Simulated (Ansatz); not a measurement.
# WS2 (slab): what the fields show

```yaml
crystal:
  lattice:
    - [3.15974, 0.00000, 0.00000]
    - [-1.57987, 2.73642, 0.00000]
    - [0.00000, 0.00000, 45.20729]
  atoms:
    - { symbol: S, position: [0.33333, 0.66667, 0.39404] }
    - { symbol: W, position: [0.66770, 0.33539, 0.42890] }
    - { symbol: S, position: [0.33517, 0.67033, 0.46370] }
    - { symbol: S, position: [0.16667, 0.33333, 0.53630] }
    - { symbol: W, position: [0.83310, 0.66621, 0.57110] }
    - { symbol: S, position: [0.16642, 0.33284, 0.60596] }
```

Computed with DFT PBE+D3(BJ), scalar-relativistic, plane waves, PAW (Ansatz).

Core electrons are frozen (PAW), and the valence fields are smoothed inside the atomic spheres.

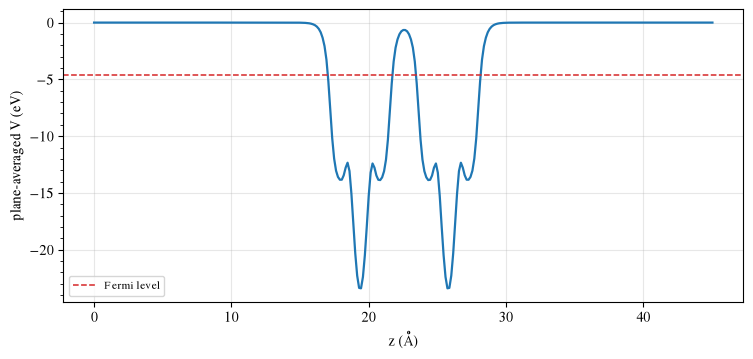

Figure 1. Plane average of the electrostatic potential energy of an electron across the slab.

Question: How far above the Fermi level of the calculation is the vacuum level?

Answer: 4.6 eV. The slab has a gap, so the Fermi level lies inside it and this isn't a work function in the metallic sense.

Question: What are the slab's thickness and the vacuum gap?

Answer: The outermost nuclei are 9.6 Å apart, in 6 atomic planes; the vacuum between periodic images is 35.6 Å wide.

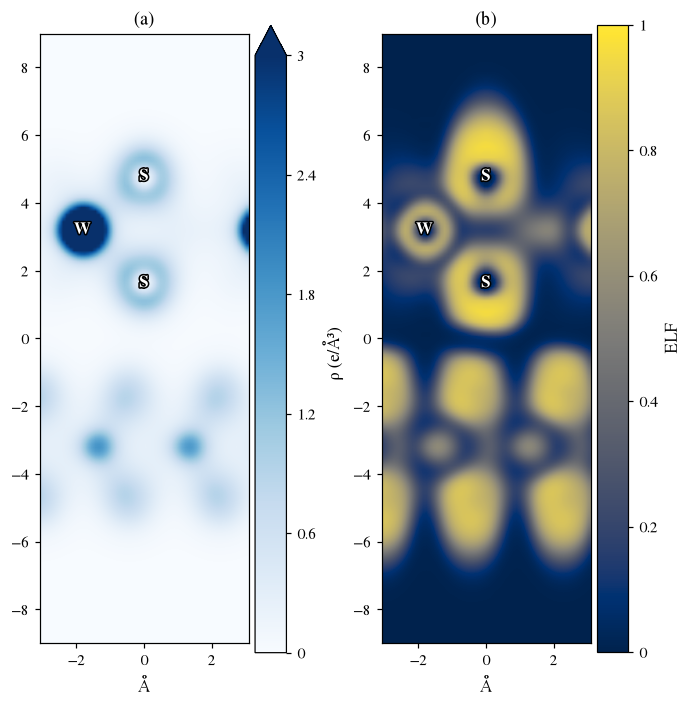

Figure 2. (a) valence charge density (pseudo); (b) electron localisation function on the (110) plane of the calculation cell, a cut from vacuum to vacuum.

Question: Interpret the plot.

Answer:
- Atoms in the plane: S and W.
- Atoms just off the plane (S, 0.8 Å away and W, 0.8 Å away) can leave unmarked features too.
- W–S (2.41 Å): ρ is about 0.63 e/Å³ halfway; the ELF peaks at about 0.85 in the valence shell of S, 0.8 Å from its nucleus, and is about 0.50 at the midpoint.
- The density dies away to nearly zero in the vacuum.
- The features right at W lie inside the PAW spheres, where the map follows smoothed inner orbitals and isn't to be read closely.

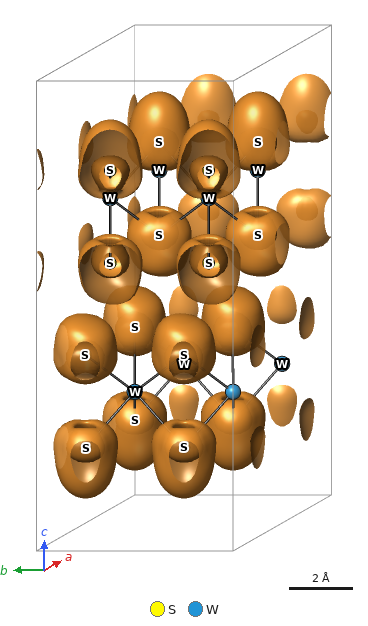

Figure 3. Isosurface of the ELF at 0.75 (orange), seen at an oblique angle. Only the valence region is drawn (cores and ρ < 0.01 e/Å³ removed). Sticks mark near contacts.

Question: Describe the localisation domains.

Answer: At this value the surface marks out four regions wrapped around S (the valence shell of each), counted in one cell of 6 atoms. Counts are for one cell; the picture repeats the cell along the surface.
